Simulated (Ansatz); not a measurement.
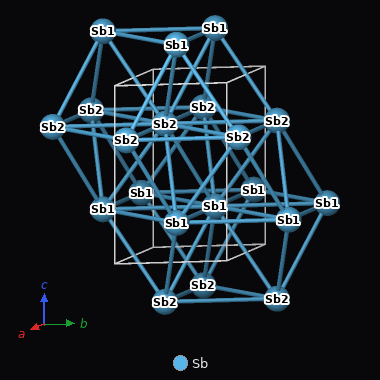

The system is Sb (P6_3/mmc, No. 194; 2 atoms in the cell); the picture shows the reference structure. The cell is strained homogeneously, by one strain along x and y and another along z, with fractional coordinates fixed (x along [1 0 0], z along [0 0 1] of the conventional cell). The first coordinate is: strain along x and y; the second: strain along z. The grid has 5 × 5 points. Energies are in meV/atom, from the unstrained cell. The reference cell is the one listed in the database, not relaxed at this level. Level of theory: DFT PBE+D3(BJ), scalar-relativistic, plane waves, PAW in Ansatz 0.2.0. Settings: cutoff 420 eV, k-mesh 18×18×10 in the order of the run's cell vectors, gaussian smearing 0.15 eV, no spin polarisation.

Its coordinates:

```xyz
2
Lattice="3.3690 0.0000 0.0000 -1.6845 2.9176 0.0000 0.0000 0.0000 5.3300" Properties=species:S:1:pos:R:3 pbc="T T T"
Sb    0.0000    1.9451    1.3325
Sb    1.6845    0.9725    3.9975
```

Range: strain along x and y from −3.0 to 3.0 %; strain along z from −3.0 to 3.0 %.

What landscape does the calculation give?

The lowest grid point is at strain along x and y = −1.5 %, strain along z = 3.0 %, −5.6 meV/atom from the unstrained cell. It lies on the edge of the grid, but the force there points inwards, so the minimum lies inside the range. The highest grid point, strain along x and y = −3.0 %, strain along z = −3.0 %, lies 51.5 meV/atom above the lowest.

```csv
"strain along z ↓, strain along x and y →",−3.0,−1.5,0.0,1.5,3.0
3.0,0.2,−5.6,1.1,17.9,42.5
1.5,4.7,−4.2,−1.0,11.8,32.1
0.0,13.8,1.1,0.0,7.9,23.1
−1.5,27.6,10.2,3.5,5.3,15.1
−3.0,45.9,22.1,8.1,3.5,8.4
```

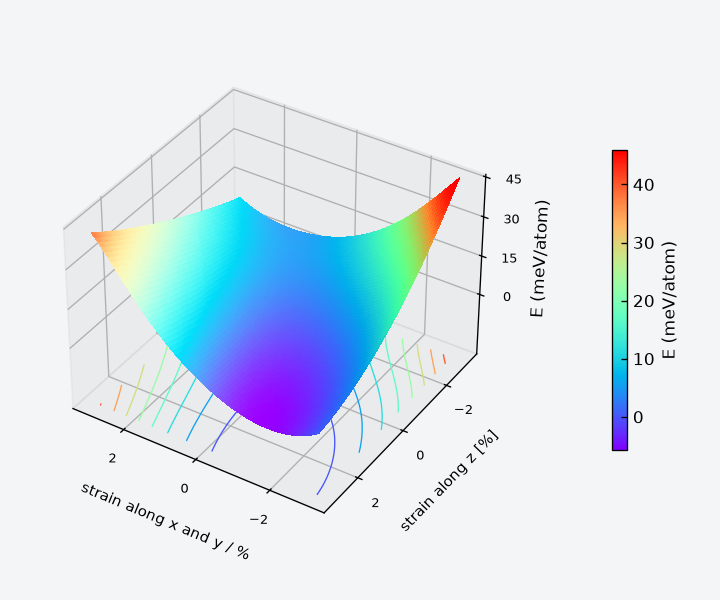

The picture shows a relief with its contours projected below. Between grid points the surface is interpolated.
